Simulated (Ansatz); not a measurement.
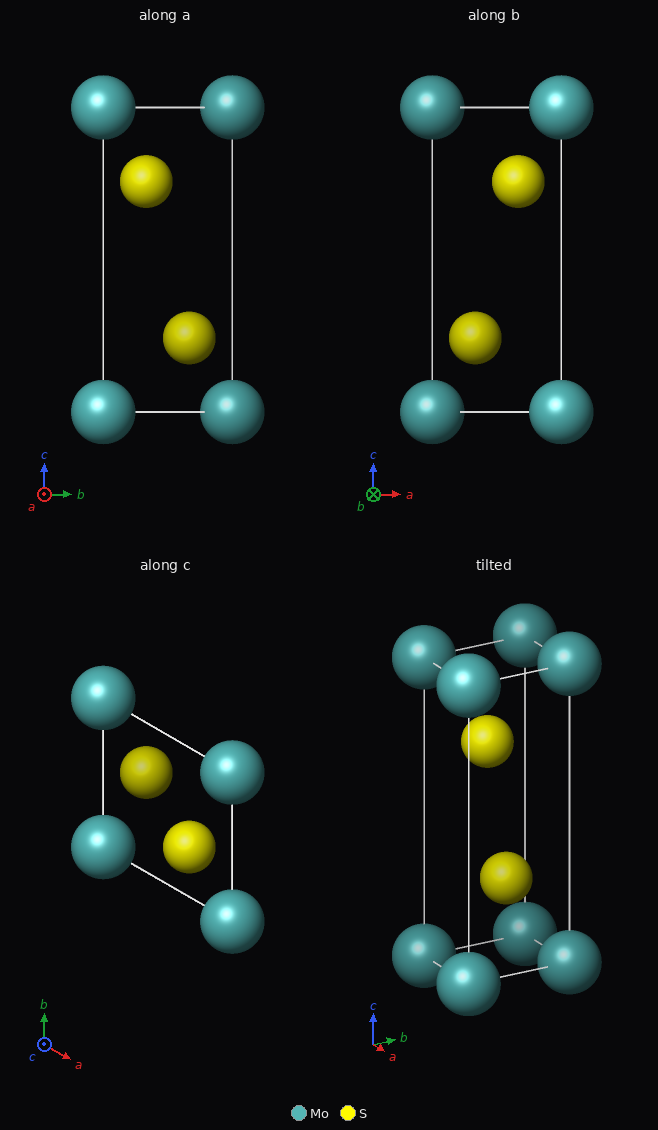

A spheres-only rendering, viewed along the a axis, along the b axis, along the c axis and slightly off an axis. The conventional unit cell is drawn as a box.

Lattice parameters: a = 3.1897 Å, b = 3.1897 Å, c = 6.5160 Å, α = 90.000°, β = 90.000°, γ = 120.000°.

Put the structure into a CIF in P1 with every atom of the cell, with free fractional coordinates to two decimals.

Answer.
```cif
data_structure
_symmetry_space_group_name_H-M 'P 1'
_symmetry_Int_Tables_number 1
_cell_length_a 3.1897
_cell_length_b 3.1897
_cell_length_c 6.5160
_cell_angle_alpha 90.000
_cell_angle_beta 90.000
_cell_angle_gamma 120.000
_cell_volume 57.41
loop_
_atom_site_label
_atom_site_type_symbol
_atom_site_fract_x
_atom_site_fract_y
_atom_site_fract_z
_atom_site_occupancy
Mo1 Mo 0.00 0.00 0.00 1
S1 S 0.3333 0.6667 0.24 1
S2 S 0.6667 0.3333 0.76 1
```

Starting structure: a structure type filled with these elements by a generator (whether the compound takes this form wasn't checked). It was relaxed at fixed volume with Ansatz 0.2.0, DFT PBE, scalar-relativistic, plane waves, PAW.
